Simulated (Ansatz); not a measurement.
Start from this file.

```yaml
crystal:
  lattice:
    - [2.70692, 0.00000, 0.00000]
    - [0.00000, 5.03839, 0.00000]
    - [0.00000, 0.00000, 2.87524]
  atoms:
    - { symbol: Ge, position: [0.50000, 0.50000, 0.00000] }
    - { symbol: Ge, position: [0.00000, 0.00000, 0.00000] }
```

Say what kind of structure these coordinates give.

Answer. The element is germanium. It is base-centred orthorhombic, space group Cmmm (No. 65). The cell holds two atoms. Taking every contact within bonding distance, one finds Ge 8.

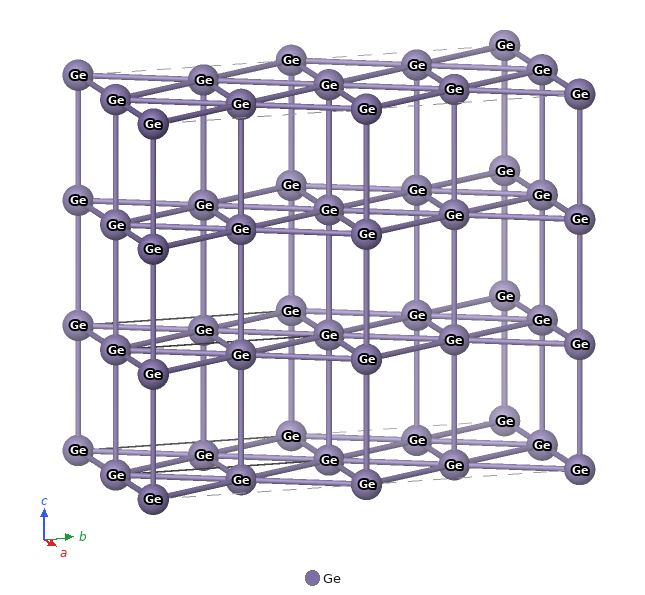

An orthographic ball-and-stick view of the structure, slightly off an axis. A 2×2×3 array of cells is drawn; the conventional unit cell has the solid edges. Colours: germanium purple.

It goes back to a structure listed in the Materials Project. The cell was then strained or its atoms displaced on purpose. It went into a calculation with Ansatz.
